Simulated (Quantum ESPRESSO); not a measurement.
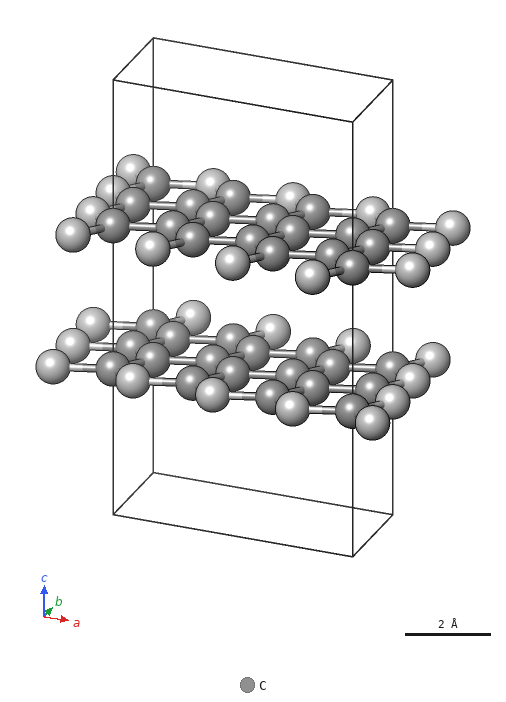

**Figure 1.** The structure (ball-and-stick view of the 3 × 2 repeat of the cell, with the vacuum cut short, seen slightly off an axis; neighbours outside the cell are drawn fainter). Near neighbours in the crystal (not all of them lie inside the picture): C has 3 C at 1.44 Å.

**Single-point calculation of C**

System: C (P-3m1, 4 atoms in the cell).
Method: Kohn-Sham DFT of a periodic cell, LDA, GBRV 1.5 LDA, no spin polarisation (Quantum ESPRESSO 7.5).

The structure derives from a Materials Project entry. The volume is scaled by 1.04.

The input:
```
&CONTROL
  calculation = 'scf'
  prefix = 'pwscf'
  outdir = './tmp'
  pseudo_dir = './pseudo'
  tprnfor = .true.
  tstress = .true.
  disk_io = 'nowf'
/
&SYSTEM
  ibrav = 0
  nat = 4
  ntyp = 1
  ecutwfc = 45
  ecutrho = 360
  nbnd = 14
  occupations = 'smearing'
  smearing = 'fd'
  degauss = 0.00367493
/
&ELECTRONS
  conv_thr = 8d-10
  electron_maxstep = 120
  mixing_beta = 0.5
/
ATOMIC_SPECIES
C     12.0110 c_lda_v1.2.uspp.F.UPF
CELL_PARAMETERS angstrom
   2.4885499956    0.0000000000    0.0000000000
  -1.2442749978    2.1551475148    0.0000000000
   0.0000000000    0.0000000000   24.4515486963
ATOMIC_POSITIONS crystal
C      0.6666666667    0.3333333333    0.5704754400
C      0.3333333333    0.6666666667    0.4295245600
C      0.0000000000    0.0000000000    0.4295312300
C      0.0000000000    0.0000000000    0.5704687700
K_POINTS automatic
12 12 2 0 0 0
```

Hardware: 2 threads of Arm Neoverse V2, 24 GiB of memory available, shared host.

Launched with:
```bash
OMP_NUM_THREADS=1 mpirun -n 2 pw.x -nk 2 -in pw.in > pw.out
```

What the program printed:
```
This program is part of the open-source Quantum ESPRESSO suite
     for quantum simulation of materials; please cite
         "P. Giannozzi et al., J. Phys.:Condens. Matter 21 395502 (2009);
         "P. Giannozzi et al., J. Phys.:Condens. Matter 29 465901 (2017);
         "P. Giannozzi et al., J. Chem. Phys. 152 154105 (2020);
          URL
     in publications or presentations arising from this work. More details at

     Message from routine setup:
     using ibrav=0 with symmetry is DISCOURAGED, use correct ibrav instead

     K-points division:     npool     =       2
     Subspace diagonalization in iterative solution of the eigenvalue problem:
     a serial algorithm will be used

     G-vector sticks info
     --------------------
     sticks:   dense  smooth     PW     G-vecs:    dense   smooth      PW
     Sum         559     271     85               102201    35891    6603

     Using Slab Decomposition

     bravais-lattice index     =            0
     lattice parameter (alat)  =       4.7027  a.u.
     unit-cell volume          =     884.9655 (a.u.)^3
     number of atoms/cell      =            4
     number of atomic types    =            1
     number of electrons       =        16.00
     number of Kohn-Sham states=           14
     kinetic-energy cutoff     =      45.0000  Ry
     charge density cutoff     =     360.0000  Ry
     scf convergence threshold =      8.0E-10
     mixing beta               =       0.5000
     number of iterations used =            8  plain     mixing
     Exchange-correlation= SLA  PZ   NOGX NOGC
                           (   1   1   0   0   0   0   0)

     celldm(1)=   4.702678  celldm(2)=   0.000000  celldm(3)=   0.000000
     celldm(4)=   0.000000  celldm(5)=   0.000000  celldm(6)=   0.000000

     crystal axes: (cart. coord. in units of alat)
               a(1) = (   1.000000   0.000000   0.000000 )
               a(2) = (  -0.500000   0.866025   0.000000 )
               a(3) = (   0.000000   0.000000   9.825621 )

     reciprocal axes: (cart. coord. in units 2 pi/alat)
               b(1) = (  1.000000  0.577350 -0.000000 )
               b(2) = (  0.000000  1.154701  0.000000 )
               b(3) = (  0.000000 -0.000000  0.101775 )

     PseudoPot. # 1 for C  read from file:
     c_lda_v1.2.uspp.F.UPF
     Pseudo is Ultrasoft + core correction, Zval =  4.0
     Generated by new atomic code, or converted to UPF format
     Using radial grid of  721 points,  4 beta functions with:
                l(1) =   0
                l(2) =   0
                l(3) =   1
                l(4) =   1
     Q(r) pseudized with  8 coefficients,  rinner =    1.100   1.100   1.100

     atomic species   valence    mass     pseudopotential
     C                 4.00    12.01100     C ( 1.00)

     12 Sym. Ops., with inversion, found

   Cartesian axes

     site n.     atom                  positions (alat units)
         1        C      tau(   1) = (   0.5000000   0.2886751   5.6052754  )
         2        C      tau(   2) = (  -0.0000000   0.5773503   4.2203455  )
         3        C      tau(   3) = (   0.0000000   0.0000000   4.2204110  )
         4        C      tau(   4) = (   0.0000000   0.0000000   5.6052098  )

     number of k points=    38  Fermi-Dirac smearing, width (Ry)=  0.0037
                       cart. coord. in units 2pi/alat
        k(    1) = (   0.0000000   0.0000000   0.0000000), wk =   0.0069444
        k(    2) = (   0.0000000   0.0000000  -0.0508874), wk =   0.0069444
        k(    3) = (   0.0000000   0.0962250   0.0000000), wk =   0.0416667
        k(    4) = (   0.0000000   0.0962250  -0.0508874), wk =   0.0416667
        k(    5) = (   0.0000000   0.1924501   0.0000000), wk =   0.0416667
        k(    6) = (   0.0000000   0.1924501  -0.0508874), wk =   0.0416667
        k(    7) = (   0.0000000   0.2886751   0.0000000), wk =   0.0416667
        k(    8) = (   0.0000000   0.2886751  -0.0508874), wk =   0.0416667
        k(    9) = (   0.0000000   0.3849002   0.0000000), wk =   0.0416667
        k(   10) = (   0.0000000   0.3849002  -0.0508874), wk =   0.0416667
        k(   11) = (   0.0000000   0.4811252   0.0000000), wk =   0.0416667
        k(   12) = (   0.0000000   0.4811252  -0.0508874), wk =   0.0416667
        k(   13) = (   0.0000000  -0.5773503   0.0000000), wk =   0.0208333
        k(   14) = (   0.0000000  -0.5773503  -0.0508874), wk =   0.0208333
        k(   15) = (   0.0833333   0.1443376   0.0000000), wk =   0.0416667
        k(   16) = (   0.0833333   0.1443376  -0.0508874), wk =   0.0416667
        k(   17) = (   0.0833333   0.2405626   0.0000000), wk =   0.0833333
        k(   18) = (   0.0833333   0.2405626  -0.0508874), wk =   0.0833333
        k(   19) = (   0.0833333   0.3367877   0.0000000), wk =   0.0833333
        k(   20) = (   0.0833333   0.3367877  -0.0508874), wk =   0.0833333
        k(   21) = (   0.0833333   0.4330127   0.0000000), wk =   0.0833333
        k(   22) = (   0.0833333   0.4330127  -0.0508874), wk =   0.0833333
        k(   23) = (   0.0833333   0.5292377   0.0000000), wk =   0.0833333
        k(   24) = (   0.0833333   0.5292377  -0.0508874), wk =   0.0833333
        k(   25) = (   0.1666667   0.2886751   0.0000000), wk =   0.0416667
        k(   26) = (   0.1666667   0.2886751  -0.0508874), wk =   0.0416667
        k(   27) = (   0.1666667   0.3849002   0.0000000), wk =   0.0833333
        k(   28) = (   0.1666667   0.3849002  -0.0508874), wk =   0.0833333
        k(   29) = (   0.1666667   0.4811252   0.0000000), wk =   0.0833333
        k(   30) = (   0.1666667   0.4811252  -0.0508874), wk =   0.0833333
        k(   31) = (   0.1666667   0.5773503   0.0000000), wk =   0.0416667
        k(   32) = (   0.1666667   0.5773503  -0.0508874), wk =   0.0416667
        k(   33) = (   0.2500000   0.4330127   0.0000000), wk =   0.0416667
        k(   34) = (   0.2500000   0.4330127  -0.0508874), wk =   0.0416667
        k(   35) = (   0.2500000   0.5292377   0.0000000), wk =   0.0833333
        k(   36) = (   0.2500000   0.5292377  -0.0508874), wk =   0.0833333
        k(   37) = (   0.3333333   0.5773503   0.0000000), wk =   0.0138889
        k(   38) = (   0.3333333   0.5773503  -0.0508874), wk =   0.0138889

     Dense  grid:   102201 G-vectors     FFT dimensions: (  30,  30, 288)

     Smooth grid:    35891 G-vectors     FFT dimensions: (  24,  24, 200)

     Initial potential from superposition of free atoms

     starting charge      15.9999, renormalised to      16.0000

     negative rho (up, down):  1.227E-04 0.000E+00
     Starting wfcs are   16 randomized atomic wfcs

     Self-consistent Calculation

     iteration #  1     ecut=    45.00 Ry     beta= 0.50
     Davidson diagonalization with overlap
     ethr =  1.00E-02,  avg # of iterations =  4.5

     negative rho (up, down):  1.522E-04 0.000E+00

     total energy              =     -46.08889907 Ry
     estimated scf accuracy    <       0.36926027 Ry

     iteration #  2     ecut=    45.00 Ry     beta= 0.50
     Davidson diagonalization with overlap
     ethr =  2.31E-03,  avg # of iterations =  5.3

     negative rho (up, down):  1.809E-04 0.000E+00

     total energy              =     -46.09669754 Ry
     estimated scf accuracy    <       0.03475644 Ry

     iteration #  3     ecut=    45.00 Ry     beta= 0.50
     Davidson diagonalization with overlap
     ethr =  2.17E-04,  avg # of iterations =  9.3

     negative rho (up, down):  1.939E-04 0.000E+00

     total energy              =     -46.10227626 Ry
     estimated scf accuracy    <       0.00104979 Ry

     iteration #  4     ecut=    45.00 Ry     beta= 0.50
     Davidson diagonalization with overlap
     ethr =  6.56E-06,  avg # of iterations =  7.1

     negative rho (up, down):  1.998E-04 0.000E+00

     total energy              =     -46.10236793 Ry
     estimated scf accuracy    <       0.00013304 Ry

     iteration #  5     ecut=    45.00 Ry     beta= 0.50
     Davidson diagonalization with overlap
     ethr =  8.32E-07,  avg # of iterations =  2.2

     negative rho (up, down):  2.025E-04 0.000E+00

     total energy              =     -46.10237377 Ry
     estimated scf accuracy    <       0.00001125 Ry

     iteration #  6     ecut=    45.00 Ry     beta= 0.50
     Davidson diagonalization with overlap
     ethr =  7.03E-08,  avg # of iterations =  2.1

     negative rho (up, down):  2.036E-04 0.000E+00

     total energy              =     -46.10237712 Ry
     estimated scf accuracy    <       0.00000118 Ry

     iteration #  7     ecut=    45.00 Ry     beta= 0.50
     Davidson diagonalization with overlap
     ethr =  7.37E-09,  avg # of iterations =  1.6

     negative rho (up, down):  2.040E-04 0.000E+00

     total energy              =     -46.10237719 Ry
     estimated scf accuracy    <       0.00000009 Ry

     iteration #  8     ecut=    45.00 Ry     beta= 0.50
     Davidson diagonalization with overlap
     ethr =  5.82E-10,  avg # of iterations =  2.1

     negative rho (up, down):  2.041E-04 0.000E+00

     total energy              =     -46.10237720 Ry
     estimated scf accuracy    <          2.6E-09 Ry

     iteration #  9     ecut=    45.00 Ry     beta= 0.50
     Davidson diagonalization with overlap
     ethr =  1.62E-11,  avg # of iterations =  2.5

     negative rho (up, down):  2.043E-04 0.000E+00

     End of self-consistent calculation

          k = 0.0000 0.0000 0.0000 (  4371 PWs)   bands (ev):

   -20.7152 -20.5830  -9.4748  -8.5729  -4.6273  -4.6273  -4.6200  -4.6200
     1.9686   2.4691   2.8857   3.5585   3.9111   5.1962

          k = 0.0000 0.0000-0.0509 (  4370 PWs)   bands (ev):

   -20.7152 -20.5830  -9.4748  -8.5729  -4.6273  -4.6273  -4.6200  -4.6200
     1.9705   2.4468   2.9889   3.3204   4.3521   4.5430

          k = 0.0000 0.0962 0.0000 (  4421 PWs)   bands (ev):

   -20.5542 -20.4235  -9.2801  -8.3842  -5.2584  -5.2447  -4.9578  -4.9464
     2.1827   2.6879   3.1093   3.7803   4.1273   5.4012

          k = 0.0000 0.0962-0.0509 (  4432 PWs)   bands (ev):

   -20.5542 -20.4235  -9.2801  -8.3842  -5.2584  -5.2447  -4.9578  -4.9464
     2.1845   2.6663   3.2118   3.5413   4.5729   4.7525

          k = 0.0000 0.1925 0.0000 (  4453 PWs)   bands (ev):

   -20.0731 -19.9465  -8.7005  -7.8238  -6.8491  -6.8223  -5.7303  -5.7138
     2.8245   3.3425   3.7801   4.4451   4.7740   6.0037

          k = 0.0000 0.1925-0.0509 (  4450 PWs)   bands (ev):

   -20.0731 -19.9465  -8.7005  -7.8239  -6.8491  -6.8223  -5.7303  -5.7137
     2.8261   3.3230   3.8803   4.2035   5.2339   5.3752

          k = 0.0000 0.2887 0.0000 (  4487 PWs)   bands (ev):

   -19.2777 -19.1578  -8.8929  -8.8509  -7.7529  -6.9127  -6.5877  -6.5680
     3.8895   4.4113   4.8966   5.2872   5.5150   5.5842

          k = 0.0000 0.2887-0.0509 (  4464 PWs)   bands (ev):

   -19.2777 -19.1578  -8.8928  -8.8508  -7.7529  -6.9127  -6.5877  -6.5679
     3.8907   4.3968   4.9819   5.2793   5.3289   5.5572

          k = 0.0000 0.3849 0.0000 (  4501 PWs)   bands (ev):

   -18.1797 -18.0691 -11.0435 -10.9865  -7.3028  -7.2812  -6.4809  -5.7067
     2.9812   3.3882   5.3496   5.8171   5.9952   6.0352

          k = 0.0000 0.3849-0.0509 (  4510 PWs)   bands (ev):

   -18.1797 -18.0691 -11.0435 -10.9865  -7.3028  -7.2812  -6.4809  -5.7068
     2.9812   3.3881   5.3503   5.8157   5.9878   6.0299

          k = 0.0000 0.4811 0.0000 (  4528 PWs)   bands (ev):

   -16.8082 -16.7099 -13.0979 -13.0278  -7.7639  -7.7414  -5.0204  -4.3942
     0.8866   1.3454   5.6086   5.7719   7.2732   7.8946

          k = 0.0000 0.4811-0.0509 (  4518 PWs)   bands (ev):

   -16.8082 -16.7099 -13.0979 -13.0278  -7.7639  -7.7414  -5.0204  -4.3941
     0.8866   1.3454   5.6086   5.7719   7.2737   7.8862

          k = 0.0000-0.5774 0.0000 (  4530 PWs)   bands (ev):

   -15.5350 -15.4864 -14.5652 -14.5278  -7.9222  -7.8995  -4.0562  -3.7346
    -0.1040   0.2271   5.5259   5.6985   9.4485   9.4973

          k = 0.0000-0.5774-0.0509 (  4520 PWs)   bands (ev):

   -15.5350 -15.4864 -14.5652 -14.5279  -7.9222  -7.8994  -4.0562  -3.7346
    -0.1040   0.2272   5.5259   5.6985   9.4486   9.4975

          k = 0.0833 0.1443 0.0000 (  4467 PWs)   bands (ev):

   -20.2332 -20.1052  -8.8928  -8.0095  -6.2571  -6.2437  -5.6150  -5.6052
     2.6110   3.1249   3.5565   4.2238   4.5596   5.8105

          k = 0.0833 0.1443-0.0509 (  4476 PWs)   bands (ev):

   -20.2332 -20.1052  -8.8928  -8.0096  -6.2571  -6.2437  -5.6149  -5.6052
     2.6126   3.1046   3.6576   3.9831   5.0143   5.1709

          k = 0.0833 0.2406 0.0000 (  4481 PWs)   bands (ev):

   -19.5950 -19.4724  -8.1284  -7.9210  -7.8924  -7.2724  -6.5897  -6.5713
     3.4660   3.9945   4.4510   5.1090   5.4181   6.1457

          k = 0.0833 0.2406-0.0509 (  4474 PWs)   bands (ev):

   -19.5950 -19.4724  -8.1284  -7.9210  -7.8924  -7.2724  -6.5897  -6.5713
     3.4673   3.9771   4.5483   4.8653   5.8897   5.9834

          k = 0.0833 0.3368 0.0000 (  4510 PWs)   bands (ev):

   -18.6482 -18.5336  -9.9445  -9.8977  -7.4551  -7.4304  -7.0132  -6.2064
     4.0081   4.3231   4.7395   5.3112   5.7914   6.4317

          k = 0.0833 0.3368-0.0509 (  4516 PWs)   bands (ev):

   -18.6482 -18.5336  -9.9445  -9.8977  -7.4551  -7.4305  -7.0132  -6.2064
     4.0082   4.3231   4.7404   5.2966   5.8868   6.1809

          k = 0.0833 0.4330 0.0000 (  4517 PWs)   bands (ev):

   -17.4109 -17.3068 -12.0197 -11.9572  -8.0745  -8.0470  -5.6197  -4.9063
     1.8249   2.2410   6.3233   6.4321   6.6335   7.0346

          k = 0.0833 0.4330-0.0509 (  4516 PWs)   bands (ev):

   -17.4109 -17.3068 -12.0197 -11.9572  -8.0745  -8.0470  -5.6197  -4.9063
     1.8249   2.2410   6.3234   6.4322   6.6339   7.0245

          k = 0.0833 0.5292 0.0000 (  4530 PWs)   bands (ev):

   -15.9516 -15.8654 -13.9218 -13.8517  -8.3949  -8.3662  -4.2272  -3.7599
     0.1381   0.5107   6.2326   6.4141   8.4792   9.0930

          k = 0.0833 0.5292-0.0509 (  4514 PWs)   bands (ev):

   -15.9516 -15.8654 -13.9217 -13.8517  -8.3949  -8.3662  -4.2271  -3.7598
     0.1381   0.5108   6.2326   6.4141   8.4795   9.0890

          k = 0.1667 0.2887 0.0000 (  4515 PWs)   bands (ev):

   -18.8053 -18.6894  -9.2061  -9.1832  -7.9160  -7.8993  -7.1931  -6.3759
     4.4897   4.5340   4.7020   5.0757   5.5685   6.2147

          k = 0.1667 0.2887-0.0509 (  4510 PWs)   bands (ev):

   -18.8053 -18.6894  -9.2061  -9.1832  -7.9160  -7.8992  -7.1931  -6.3759
     4.4898   4.5349   4.7020   5.0616   5.6614   5.9654

          k = 0.1667 0.3849 0.0000 (  4531 PWs)   bands (ev):

   -17.7181 -17.6114 -10.8968 -10.8523  -8.9511  -8.9205  -5.9359  -5.1852
     2.5778   2.8585   6.0035   6.5587   7.1291   7.7483

          k = 0.1667 0.3849-0.0509 (  4540 PWs)   bands (ev):

   -17.7181 -17.6114 -10.8968 -10.8523  -8.9511  -8.9205  -5.9360  -5.1852
     2.5778   2.8584   6.0041   6.5497   7.2155   7.4811

          k = 0.1667 0.4811 0.0000 (  4540 PWs)   bands (ev):

   -16.3662 -16.2720 -12.7710 -12.7075  -9.5143  -9.4759  -4.4776  -3.8628
     0.6955   1.0398   7.8201   8.0159   8.2800   8.3970

          k = 0.1667 0.4811-0.0509 (  4542 PWs)   bands (ev):

   -16.3662 -16.2720 -12.7710 -12.7075  -9.5143  -9.4758  -4.4776  -3.8628
     0.6955   1.0397   7.8203   8.0159   8.2801   8.3936

          k = 0.1667 0.5774 0.0000 (  4549 PWs)   bands (ev):

   -15.1246 -15.0782 -14.1683 -14.1352  -9.6947  -9.6544  -3.4722  -3.1561
    -0.2384  -0.0717   7.9329   8.1783   9.6513   9.7033

          k = 0.1667 0.5774-0.0509 (  4550 PWs)   bands (ev):

   -15.1246 -15.0782 -14.1683 -14.1352  -9.6948  -9.6544  -3.4721  -3.1561
    -0.2385  -0.0717   7.9329   8.1783   9.6512   9.7032

          k = 0.2500 0.4330 0.0000 (  4549 PWs)   bands (ev):

   -16.5122 -16.4162 -11.8909 -11.8586 -10.3999 -10.3757  -4.5806  -3.9203
     1.0207   1.2885   7.6395   8.0816   8.8056   9.0716

          k = 0.2500 0.4330-0.0509 (  4556 PWs)   bands (ev):

   -16.5122 -16.4162 -11.8909 -11.8586 -10.4000 -10.3757  -4.5805  -3.9203
     1.0206   1.2885   7.6398   8.0791   8.8665   8.9688

          k = 0.2500 0.5292 0.0000 (  4553 PWs)   bands (ev):

   -15.1103 -15.0319 -13.2915 -13.2383 -11.0974 -11.0559  -3.1412  -2.6725
    -0.4360  -0.1901   8.9117   8.9587   9.6004  10.0900

          k = 0.2500 0.5292-0.0509 (  4562 PWs)   bands (ev):

   -15.1103 -15.0319 -13.2915 -13.2383 -11.0974 -11.0559  -3.1412  -2.6725
    -0.4360  -0.1901   8.9117   8.9587   9.6005  10.0900

          k = 0.3333 0.5774 0.0000 (  4593 PWs)   bands (ev):

   -13.9206 -13.8778 -13.8778 -13.8394 -11.9667 -11.9667  -1.8788  -1.5845
    -1.5845  -1.2748   8.6576   8.6577  10.6739  11.0277

          k = 0.3333 0.5774-0.0509 (  4548 PWs)   bands (ev):

   -13.9206 -13.8778 -13.8778 -13.8394 -11.9667 -11.9667  -1.8787  -1.5845
    -1.5845  -1.2748   8.6576   8.6577  10.6739  11.0277

     the Fermi energy is    -1.5844 ev

!    total energy              =     -46.10237720 Ry
     estimated scf accuracy    <          3.7E-10 Ry
     smearing contrib. (-TS)   =      -0.00014496 Ry
     internal energy E=F+TS    =     -46.10223224 Ry

     The total energy is F=E-TS. E is the sum of the following terms:
     one-electron contribution =    -736.32631509 Ry
     hartree contribution      =     371.06155230 Ry
     xc contribution           =     -14.34853840 Ry
     ewald contribution        =     333.51106895 Ry

     convergence has been achieved in   9 iterations

     negative rho (up, down):  2.043E-04 0.000E+00

     Forces acting on atoms (cartesian axes, Ry/au):

     atom    1 type  1   force =    -0.00000000    0.00000000   -0.00023261
     atom    2 type  1   force =     0.00000000    0.00000000    0.00023261
     atom    3 type  1   force =    -0.00000000    0.00000000    0.00097163
     atom    4 type  1   force =     0.00000000    0.00000000   -0.00097163

     Total force =     0.001413     Total SCF correction =     0.000009

     Computing stress (Cartesian axis) and pressure

     negative rho (up, down):  2.043E-04 0.000E+00
          total   stress  (Ry/bohr**3)                   (kbar)     P=      -39.91
  -0.00040006  -0.00000000   0.00000000          -58.85       -0.00        0.00
  -0.00000000  -0.00040006   0.00000000           -0.00      -58.85        0.00
   0.00000000   0.00000000  -0.00001382            0.00        0.00       -2.03

=------------------------------------------------------------------------------=
   JOB DONE.
=------------------------------------------------------------------------------=
```

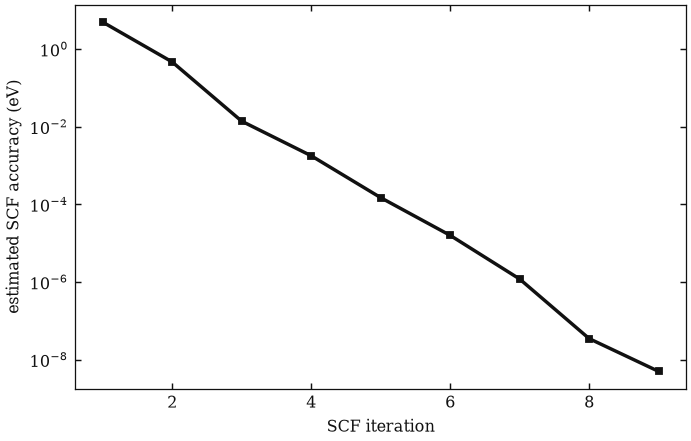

**Figure 2.** Convergence of the self-consistent field: estimated SCF accuracy against the iteration. The field takes 9 iterations in all.

Key numbers:

| quantity | value |
| --- | --- |
| outcome | converged |
| space group (tolerance 0.01 Å) | P-3m1 (164) |
| electrons treated | 16 |
| free energy | −627.2548 eV |
| Fermi energy | −1.584 eV |
| gap on the k-point mesh | none (metallic) |
| pressure | −3.99 GPa |
| largest force (length of the vector) | 0.025 eV/Å |
| wall time | 18 s (CPU time 36 s) |
| peak memory | 0.26 GiB |

Remarks:

Notes on the run: negative rho.
